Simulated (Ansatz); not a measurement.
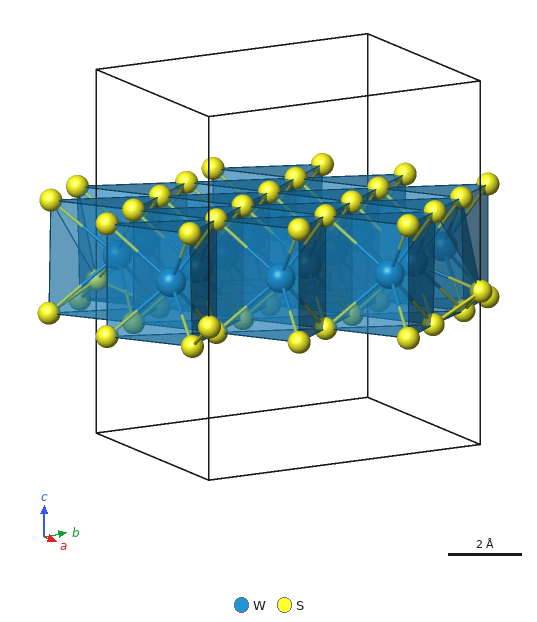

Fig. 1: The starting structure (polyhedral view of the cell of the calculation, with the vacuum cut short, seen slightly off an axis; polyhedra are completed across the faces of the cell). An atom can appear more than once, as a periodic image.

# Geometry relaxation, with input and output: W12S25 (part 1 of 4)

The run: geometry relaxation of W12S25 (defect cell, 37 atoms in the cell). Method and program: DFT PBE+D3(BJ), scalar-relativistic, plane waves, PAW, no spin polarisation (Ansatz 0.2.0).

The structure derives from a Materials Project entry. It belongs to a series of runs on one base structure; here: S interstitial, charge +0, atoms relaxed at the host's cell.

## Input
```yaml
crystal:
  lattice:
    - [9.4791500778, -5.4727898491, 0.0]
    - [-9.4791500778, -5.4727898491, 0.0]
    - [0.0, 0.0, -16.9394671916]
  atoms:
    - { symbol: W, position: [0.0, 0.6666666667, 0.0] }
    - { symbol: W, position: [0.5, 0.6666666667, 0.0] }
    - { symbol: W, position: [0.1666666667, 0.5, 0.0] }
    - { symbol: W, position: [0.8333333333, 0.3333333333, 0.0] }
    - { symbol: W, position: [0.6666666667, 0.5, 0.0] }
    - { symbol: W, position: [0.3333333333, 0.3333333333, 0.0] }
    - { symbol: W, position: [1.0118915583, 0.171632856, 0.0042226437] }
    - { symbol: W, position: [0.5, 0.1666666667, 0.0] }
    - { symbol: W, position: [0.1687841405, 1.0077250264, 0.0053895672] }
    - { symbol: W, position: [0.826961148, 0.8246059747, -0.0032820754] }
    - { symbol: W, position: [0.6666666667, 1.0, 0.0] }
    - { symbol: W, position: [0.3333333333, 0.8333333333, 0.0] }
    - { symbol: S, position: [0.1666666667, 0.6666666667, 0.0930373795] }
    - { symbol: S, position: [0.6666666667, 0.6666666667, 0.0930373795] }
    - { symbol: S, position: [0.3333333333, 0.5, 0.0930373795] }
    - { symbol: S, position: [1.0, 0.3333333333, 0.0930373795] }
    - { symbol: S, position: [0.8333333333, 0.5, 0.0930373795] }
    - { symbol: S, position: [0.5, 0.3333333333, 0.0930373795] }
    - { symbol: S, position: [0.1666666667, 0.1666666667, 0.0930373795] }
    - { symbol: S, position: [0.6666666667, 0.1666666667, 0.0930373795] }
    - { symbol: S, position: [0.3333333333, 1.0, 0.0930373795] }
    - { symbol: S, position: [0.0, 0.8333333333, 0.0930373795] }
    - { symbol: S, position: [0.8333333333, 1.0, 0.0930373795] }
    - { symbol: S, position: [0.5, 0.8333333333, 0.0930373795] }
    - { symbol: S, position: [0.1666666667, 0.6666666667, 0.9069626205] }
    - { symbol: S, position: [0.6666666667, 0.6666666667, 0.9069626205] }
    - { symbol: S, position: [0.3333333333, 0.5, 0.9069626205] }
    - { symbol: S, position: [1.0, 0.3333333333, 0.9069626205] }
    - { symbol: S, position: [0.8333333333, 0.5, 0.9069626205] }
    - { symbol: S, position: [0.5, 0.3333333333, 0.9069626205] }
    - { symbol: S, position: [0.1681853774, 0.1631131084, 0.9099790631] }
    - { symbol: S, position: [0.6666666667, 0.1666666667, 0.9069626205] }
    - { symbol: S, position: [0.3333333333, 1.0, 0.9069626205] }
    - { symbol: S, position: [0.0035014351, 0.825272091, 0.9073722634] }
    - { symbol: S, position: [0.8382491268, 1.0073026933, 0.9066795297] }
    - { symbol: S, position: [0.5, 0.8333333333, 0.9069626205] }
    - { symbol: S, position: [-0.0035239309, 0.0044463082, 0.9512857366] }
  host:
    lattice:
      - [3.1597166926, 0.0, 0.0]
      - [-1.5798583463, 2.7363949246, 0.0]
      - [0.0, 0.0, 16.9394671916]
    atoms:
      - { symbol: W, position: [0.3333333333, 0.6666666667, 0.0] }
      - { symbol: S, position: [0.6666666667, 0.3333333333, 0.9069626205] }
      - { symbol: S, position: [0.6666666667, 0.3333333333, 0.0930373795] }
basis:
  ecutwfc: 420
  xc_grid: 2
kpoints:
  mp_grid: { grid: [2, 2, 2], shift: [0.0, 0.0, 0.0] }
hamiltonian:
  xc: pbe
  dispersion: d3bj
scf:
  occupations: { method: gaussian, width: 0.01 }
output:
  forces: true
  stress: false
  eigenvalues: true
  charged_corrections:
    defect_position: [0.0, 0.0, 0.95588235]
    epsilon: [[5.6101, 0.0, 0.0], [0.0, 5.6101, 0.0], [0.0, 0.0, 1.4325]]
  write_density: true
  write_potential: true
  elf: true
  volumetric_format: npy
relax:
  adjacent_minimum: "off"
  f_tol: 0.025
  max_steps: 45
```

Hardware: 4 threads of Arm Neoverse V1, 24 GiB of memory available, shared host.

Launched with:
```bash
ansatz run input.yaml --threads 4 --pin off --max-ram 10240MiB --backend cpu --events-out ev --progress --plain --runs-dir out
```

## What the program printed
```
Engine: ansatz 0.2.0, aarch64-unknown-linux-gnu
Pseudopotentials: kind: paw
Pseudopotential: W, paw, valence charge 14, recommended cutoff 420 eV (normal), W.paw.azcp
Pseudopotential: S, paw, valence charge 6, recommended cutoff 420 eV (normal), S.paw.azcp
Functional definition: PBE
  parameter kappa = 0.804
  parameter beta = 0.06672455060314922
  exchange = pbe_x(kappa = kappa, mu = beta*pi^2/3)
  correlation = pbe_c(beta = beta)
Crystal: 37 atoms, lattice volume = 1757.551 Å³
Basis set: ecut = 420 eV, 34413 PW (Γ), exchange–correlation on 150×150×240 points (8 copies of the dense FFT grid, shifted against one another)
Bands: 196, of which v1, the nominal top of the filled ones, is band 159 counted from 1 (158 counted from 0)
Symmetry: 1 space group operations
Space group: P1 (ITA 1), of the structure as read, at distance tolerance 1.2e-4 Å
k-points: 8
Non-local potential: W, projectors of the file, l = 0: 3, l = 1: 2, l = 2: 2, l = 3: 1
Non-local potential: S, projectors of the file, l = 0: 2, l = 1: 2, l = 2: 2
PAW form: soft (Blöchl's): semilocal exchange-correlation on the pseudo side does not see the compensation charge
PAW one-centre angular grid: W, 590 points (default); XC on 64 Gauss nodes
PAW one-centre angular grid: S, 110 points (default); XC on 64 Gauss nodes
Initial density: superposition of atomic densities (neutral atoms: chi_scale 0, normalization atom), corrected by the library's trained network
Initial wavefunctions: pseudopotential atomic-orbital guess
Functional: x = pbe(κ = 0.804, μ = 0.2195149727645171), c = pbe(β = 0.06672455060314922)
SCF iter   1: F=—  HF=-147196.306978 eV  |F-HF|=—  |Δ(HF+E_count)|=         —  Δρ=8.05e-3  dr2=3.57e0  ethr=1.77e-3  ⟨swp⟩=7.8  Hψ=7723  notcnv=0  defer=123
preconditioner: auto → Resta (q_TF=auto, 2.052 Å⁻¹)  ε∞=3.4  [insulator: Δε(μ)=0.369 eV  Ē_g=8.534 eV  σ=0.010 eV  W_gap=1.00  n_scr=262 (ndim 8)  ℏωp=13.2 eV  f_vac=0.608  D(μ)=0.00/eV (n_scr^D=0)  ε∞_Penn≈3.4  vacuum switching on, ρ_ref=5.3e-3 e/Å³]
SCF iter   2: F=—  HF=-147196.062728 eV  |F-HF|=—  |Δ(HF+E_count)|=   2.44e-1  Δρ=5.85e-3  dr2=2.53e0  ethr=1.12e-3  ⟨swp⟩=3.0  Hψ=2662  notcnv=0  defer=238
SCF iter   3: F=—  HF=-147195.836433 eV  |F-HF|=—  |Δ(HF+E_count)|=   2.26e-1  Δρ=2.79e-3  dr2=1.55e-1  ethr=7.96e-4  ⟨swp⟩=3.0  Hψ=1956  notcnv=0  defer=248
SCF iter   4: F=—  HF=-147195.837892 eV  |F-HF|=—  |Δ(HF+E_count)|=   1.46e-3  Δρ=1.29e-3  dr2=2.77e-2  ethr=4.88e-5  ⟨swp⟩=3.6  Hψ=2392  notcnv=0  defer=248
SCF iter   5: F=—  HF=-147195.840842 eV  |F-HF|=—  |Δ(HF+E_count)|=   2.95e-3  Δρ=4.33e-4  dr2=1.00e-2  ethr=8.72e-6  ⟨swp⟩=3.6  Hψ=2365  notcnv=0  defer=248
SCF iter   6: F=—  HF=-147195.841519 eV  |F-HF|=—  |Δ(HF+E_count)|=   6.77e-4  Δρ=2.01e-4  dr2=1.23e-3  ethr=3.15e-6  ⟨swp⟩=2.1  Hψ=2044  notcnv=0  defer=248
SCF iter   7: F=—  HF=-147195.841488 eV  |F-HF|=—  |Δ(HF+E_count)|=   3.10e-5  Δρ=1.12e-4  dr2=7.42e-4  ethr=3.86e-7  ⟨swp⟩=2.5  Hψ=2323  notcnv=0  defer=248
SCF iter   8: F=—  HF=-147195.841427 eV  |F-HF|=—  |Δ(HF+E_count)|=   6.10e-5  Δρ=4.11e-5  dr2=6.49e-5  ethr=2.33e-7  ⟨swp⟩=2.0  Hψ=1766  notcnv=0  defer=248
SCF iter   9: F=—  HF=-147195.841423 eV  |F-HF|=—  |Δ(HF+E_count)|=   3.30e-6  Δρ=2.35e-5  dr2=1.76e-5  ethr=4.91e-9  ⟨swp⟩=27.5  Hψ=21301  notcnv=0
SCF iter  10: F=-147195.841414 eV  HF=-147195.841424 eV  |F-HF|=9.10e-6  |Δ(HF+E_count)|=   2.60e-7  Δρ=1.62e-5  dr2=1.17e-5  ethr=4.91e-9  ⟨swp⟩=15.5  Hψ=17184  notcnv=0
SCF 1 converged in 10 iterations: F = -147195.841414 eV  dr2 = 1.17e-5
  greatest PAW one-centre occupation: 1.000 electrons in one spin orbital (limit 2), on the W atom at site 2 (counted from 0), in its partial waves of l = 0
relax step   1: F+E_penalty+E_count = -147195.84141446 eV  Δ(F+E_penalty+E_count) = +0.000e0 eV  max|allowed force component| = 1.255e1 eV/Å  Δτ_max = 0.0000 Å  (10 SCF iters, dr2 threshold 1.56e-5 eV, accepted)
Initial density: handed on by an earlier stage of this run
Initial wavefunctions: those handed on with the density
iter 1 solved again at ethr=4.46e-4 eV; its pass at ethr=3.10e-3 eV (dr2=1.42e0 eV) is discarded
SCF iter   1: F=—  HF=-147201.327495 eV  |F-HF|=—  |Δ(HF+E_count)|=         —  Δρ=7.10e-3  dr2=1.42e0  ethr=4.46e-4  ⟨swp⟩=2.0  Hψ=6367  notcnv=0  defer=242
preconditioner: auto → Resta (q_TF=auto, 2.052 Å⁻¹)  ε∞=3.4  [insulator: Δε(μ)=0.549 eV  Ē_g=8.473 eV  σ=0.010 eV  W_gap=1.00  n_scr=262 (ndim 8)  ℏωp=13.2 eV  f_vac=0.606  D(μ)=0.00/eV (n_scr^D=0)  ε∞_Penn≈3.4  vacuum switching on, ρ_ref=5.2e-3 e/Å³]
SCF iter   2: F=—  HF=-147201.138009 eV  |F-HF|=—  |Δ(HF+E_count)|=   1.89e-1  Δρ=3.57e-3  dr2=6.50e-1  ethr=4.46e-4  ⟨swp⟩=3.1  Hψ=2281  notcnv=0  defer=244
SCF iter   3: F=—  HF=-147201.077055 eV  |F-HF|=—  |Δ(HF+E_count)|=   6.10e-2  Δρ=2.23e-3  dr2=1.35e-1  ethr=2.04e-4  ⟨swp⟩=3.0  Hψ=1936  notcnv=0  defer=256
SCF iter   4: F=—  HF=-147201.064102 eV  |F-HF|=—  |Δ(HF+E_count)|=   1.30e-2  Δρ=1.04e-3  dr2=1.50e-2  ethr=4.24e-5  ⟨swp⟩=2.0  Hψ=2101  notcnv=0  defer=256
SCF iter   5: F=—  HF=-147201.063754 eV  |F-HF|=—  |Δ(HF+E_count)|=   3.49e-4  Δρ=4.12e-4  dr2=3.76e-3  ethr=4.71e-6  ⟨swp⟩=3.0  Hψ=2517  notcnv=0  defer=256
SCF iter   6: F=—  HF=-147201.063622 eV  |F-HF|=—  |Δ(HF+E_count)|=   1.31e-4  Δρ=1.44e-4  dr2=5.58e-4  ethr=1.18e-6  ⟨swp⟩=2.0  Hψ=2170  notcnv=0  defer=256
SCF iter   7: F=-147201.063591 eV  HF=-147201.063611 eV  |F-HF|=2.02e-5  |Δ(HF+E_count)|=   1.17e-5  Δρ=6.20e-5  dr2=6.06e-5  ethr=3.14e-8  ⟨swp⟩=25.9  Hψ=19791  notcnv=0
SCF 2 converged in 7 iterations: F = -147201.063591 eV  dr2 = 6.06e-5
[... from here on the iterations of each SCF are left out, up to the last one ...]
relax step   2: F+E_penalty+E_count = -147201.06359056 eV  Δ(F+E_penalty+E_count) = -5.222e0 eV  max|allowed force component| = 3.662e0 eV/Å  Δτ_max = 0.1998 Å  (7 SCF iters, dr2 threshold 1.00e-4 eV, accepted)
preconditioner: auto → Resta (q_TF=auto, 2.052 Å⁻¹)  ε∞=3.4  [insulator: Δε(μ)=0.843 eV  Ē_g=8.433 eV  σ=0.010 eV  W_gap=1.00  n_scr=262 (ndim 8)  ℏωp=13.2 eV  f_vac=0.606  D(μ)=0.00/eV (n_scr^D=0)  ε∞_Penn≈3.4  vacuum switching on, ρ_ref=5.2e-3 e/Å³]
SCF 3 converged in 7 iterations: F = -147202.942669 eV  dr2 = 8.67e-5
relax step   3: F+E_penalty+E_count = -147202.94266862 eV  Δ(F+E_penalty+E_count) = -1.879e0 eV  max|allowed force component| = 1.640e0 eV/Å  Δτ_max = 0.1949 Å  (7 SCF iters, dr2 threshold 1.00e-4 eV, accepted)
preconditioner: auto → Resta (q_TF=auto, 2.052 Å⁻¹)  ε∞=3.5  [insulator: Δε(μ)=1.168 eV  Ē_g=8.405 eV  σ=0.010 eV  W_gap=1.00  n_scr=262 (ndim 8)  ℏωp=13.2 eV  f_vac=0.605  D(μ)=0.00/eV (n_scr^D=0)  ε∞_Penn≈3.5  vacuum switching on, ρ_ref=5.1e-3 e/Å³]
SCF 4 converged in 7 iterations: F = -147203.480751 eV  dr2 = 2.71e-5
relax step   4: F+E_penalty+E_count = -147203.48075103 eV  Δ(F+E_penalty+E_count) = -5.381e-1 eV  max|allowed force component| = 3.473e-1 eV/Å  Δτ_max = 0.2000 Å  (7 SCF iters, dr2 threshold 1.00e-4 eV, accepted)
preconditioner: auto → Resta (q_TF=auto, 2.052 Å⁻¹)  ε∞=3.5  [insulator: Δε(μ)=1.307 eV  Ē_g=8.400 eV  σ=0.010 eV  W_gap=1.00  n_scr=262 (ndim 8)  ℏωp=13.2 eV  f_vac=0.606  D(μ)=0.00/eV (n_scr^D=0)  ε∞_Penn≈3.5  vacuum switching on, ρ_ref=5.1e-3 e/Å³]
SCF 5 converged in 8 iterations: F = -147203.523959 eV  dr2 = 8.74e-7
relax step   5: F+E_penalty+E_count = -147203.52395879 eV  Δ(F+E_penalty+E_count) = -4.321e-2 eV  max|allowed force component| = 1.346e-1 eV/Å  Δτ_max = 0.1045 Å  (8 SCF iters, dr2 threshold 7.54e-6 eV, accepted)
preconditioner: auto → Resta (q_TF=auto, 2.052 Å⁻¹)  ε∞=3.5  [insulator: Δε(μ)=1.241 eV  Ē_g=8.391 eV  σ=0.010 eV  W_gap=1.00  n_scr=262 (ndim 8)  ℏωp=13.2 eV  f_vac=0.606  D(μ)=0.00/eV (n_scr^D=0)  ε∞_Penn≈3.5  vacuum switching on, ρ_ref=5.1e-3 e/Å³]
SCF 6 converged in 7 iterations: F = -147203.531873 eV  dr2 = 2.29e-7
  greatest PAW one-centre occupation: 1.000 electrons in one spin orbital (limit 2), on the W atom at site 4 (counted from 0), in its partial waves of l = 0
relax step   6: F+E_penalty+E_count = -147203.53187344 eV  Δ(F+E_penalty+E_count) = -7.915e-3 eV  max|allowed force component| = 1.778e-2 eV/Å  Δτ_max = 0.0313 Å  (7 SCF iters, dr2 threshold 1.13e-6 eV, accepted)
iter 1 solved again at ethr=6.97e-11 eV; its pass at ethr=3.10e-3 eV (dr2=2.22e-7 eV) is discarded
SCF iter   1: F=—  HF=-147203.531708 eV  |F-HF|=—  |Δ(HF+E_count)|=         —  Δρ=3.45e-6  dr2=2.22e-7  ethr=6.97e-11  ⟨swp⟩=1.0  Hψ=3680  notcnv=0
preconditioner: auto → Resta (q_TF=auto, 2.052 Å⁻¹)  ε∞=3.5  [insulator: Δε(μ)=1.241 eV  Ē_g=8.390 eV  σ=0.010 eV  W_gap=1.00  n_scr=262 (ndim 8)  ℏωp=13.2 eV  f_vac=0.606  D(μ)=0.00/eV (n_scr^D=0)  ε∞_Penn≈3.5  vacuum switching on, ρ_ref=5.1e-3 e/Å³]
SCF iter   2: F=—  HF=-147203.531874 eV  |F-HF|=—  |Δ(HF+E_count)|=   1.65e-4  Δρ=2.05e-6  dr2=8.87e-8  ethr=3.14e-11  ⟨swp⟩=9.0  Hψ=12530  notcnv=0
SCF iter   3: F=-147203.531874 eV  HF=-147203.531874 eV  |F-HF|=1.83e-8  |Δ(HF+E_count)|=   1.64e-8  Δρ=1.30e-6  dr2=4.70e-8  ethr=2.79e-11  ⟨swp⟩=8.2  Hψ=11278  notcnv=0
SCF 7 converged in 3 iterations: F = -147203.531874 eV  dr2 = 4.70e-8
relax step   7: F+E_penalty+E_count = -147203.53187352 eV  Δ(F+E_penalty+E_count) = -8.411e-8 eV  max|allowed force component| = 1.774e-2 eV/Å  Δτ_max = 0.0000 Å  (3 SCF iters, accepted)
```

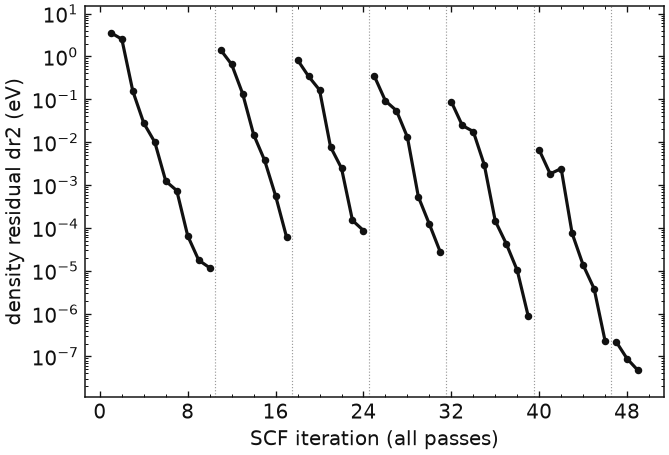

Fig. 2: Convergence of the self-consistent field: density residual dr2 against the SCF iteration. The dotted lines part the SCF passes of the relaxation: geometry steps, rejected trials and re-solves on a re-selected basis. The 7 passes take 3 to 10 iterations each, 49 in all.

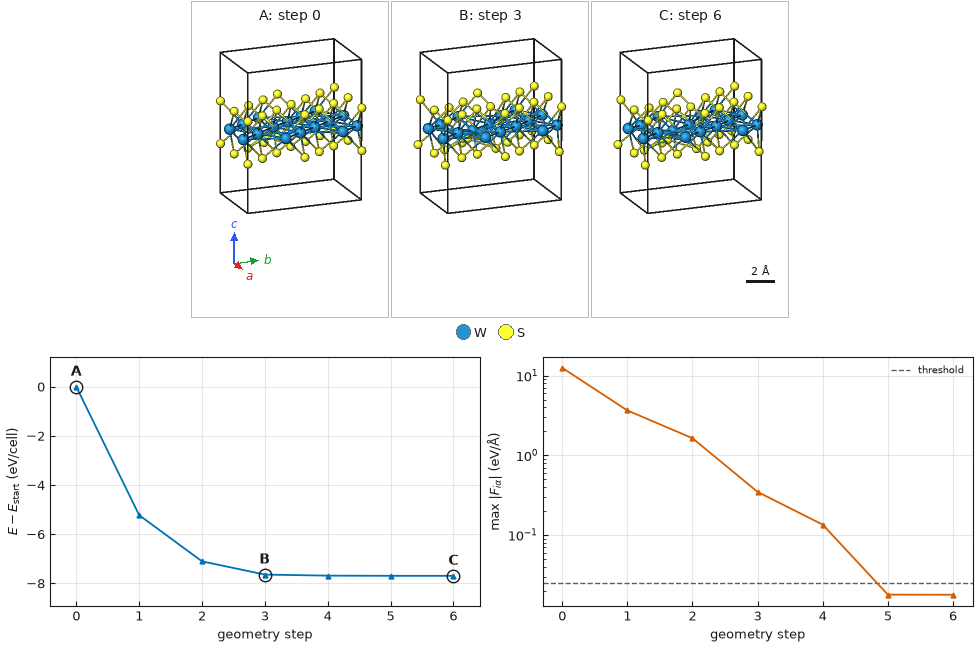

Fig. 3: Frames of the relaxation (ball-and-stick view of the cell of the calculation, with the vacuum cut short (origin shifted), seen slightly off an axis) above the curves, on which the letters mark them (the first geometry is step 0 here and step 1 in the log).

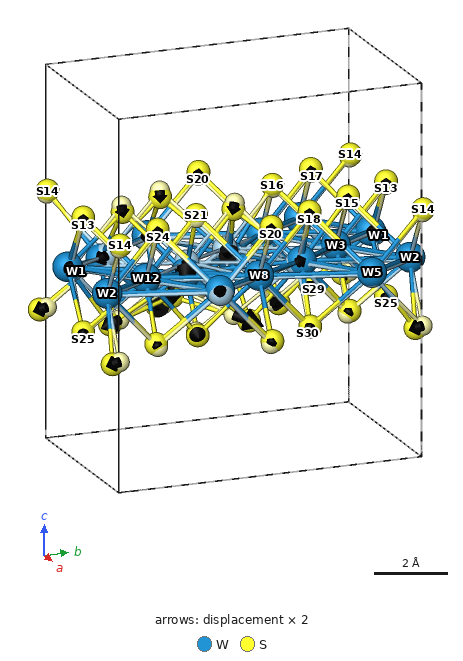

Fig. 4: Start (faint) and end (solid) with the displacements as black arrows, magnified 2 times (ball-and-stick view of the cell of the calculation, with the vacuum cut short (origin shifted), seen slightly off an axis). S31 moves most: 0.46 Å. Largest moves by element: S 0.46 Å, W 0.38 Å. The lattice vectors keep their values. Among the contacts that change: W7–W9 3.041 → 3.605 Å, S35–S37 1.904 → 2.313 Å, S31–S37 1.943 → 2.313 Å, W7–S37 1.968 → 2.286 Å. Among the angles that change: S31–S37–S34 103.5° → 114.2°, W7–S37–S35 79.7° → 70.1°, W7–S19–W9 83.2° → 92.3°. The energy falls by 7.690 eV per cell of the calculation in 6 geometry steps. The largest force component goes from 13 to 0.018 eV/Å. (Atoms are counted from 1 in the order of the input.)

```
WARN: The output density's exchange-correlation potential varies sharply where the density is thin. Do not read a vacuum level from v_tot or v_xc, or from such a field of the output density. On a cell that repeats whose density bears no net charge and no dipole along the vacuum's axis use v_es (v_loc + v_h of the components); under efield.dipole_correction with no amplitude use v_es + v_field, which holds any external_charges[].barrier, or the levels of the report's work_function block, which leave it out; under a non-zero efield.amplitude the vacuum is tilted and has no level; on a cell that repeats and bears such a dipole with no correction it is tilted too, and efield.dipole_correction with no amplitude gives each side of its ramp a level where efield: is served; in a cell that repeats whose density bears a net charge (total_charge, or a fill off its count) it is curved and has none; of a slab under crystal.periodic whose density bears no net charge use v_es, which has a level on each side, short of where the two are joined; of another it falls or rises all the way out and has none; of a slab beside external_charges read slab_vacuum_level instead, which it has where they leave it neutral. The grid or the basis barely resolves most such structure, and the values can differ between equally converged runs; as a rule a tighter scf.convergence.dr2_threshold does not remove it. Where the density itself ripples (under the LDA too) a higher basis.ecutwfc lessens it. The files hold the spikes' plane waves up to the density's cutoff. Files: v_tot_of_output_density and the like, and their columns of v_z.tsv (output.write_potential); v_xc_of_output_density and the like, and their columns of v_comp_z.tsv (output.write_potential_components). Measured: with its Gaussian average of σ = 0.25 Å subtracted twice, the exchange-correlation potential is over 0.1 eV at 3 of the grid points where the equally averaged density (valence and model cores) is under 1e-3 e/Å³, and 0.108 eV at the most among them, at an averaged density of 1.4e-8 e/Å³. See output.write_potential in the manual, Limitations
SCF converged after 3 iterations
Free energy (F): -147203.531874 eV
Harris-Foulkes:  -147203.531874 eV  (|F-HF|=1.83e-8)
Internal energy: -147203.531874 eV  (E = F + TS)
E sigma→0 (E₀):  -147203.531874 eV
Fermi energy:    1.595629 eV
--- Per-component energies (eV) ---
  E_band       = -5554.397882
  E_kinetic    = 8131.120124
  E_local      = -154275.405546  (includes V_loc(G=0)·N_el)
  E_nonlocal   = 720.785285
  E_hartree    = 73287.762885
  E_xc         = -5651.153726
  E_vxc        = -5078.417132  (∫ρ·V_xc dr)
  E_paw        = -117759.600918  (= ΣΔE_a)
  E_vpaw       = -1628.003147  (= ΣTr[D̂ρ^β])
  E_aug_tail   = -0.000709  (compensation charges beyond the density's cutoff)
  E_ewald      = 48354.699835
  E_disp       = -11.739104  (pairwise vdW)
  E_smearing   = -0.000000  (= −TS)
  E_closure    = 0.000000  (closes the sum)
  Σ components = -147203.531874   (vs F -147203.531874, Δ=0.00e0)
```
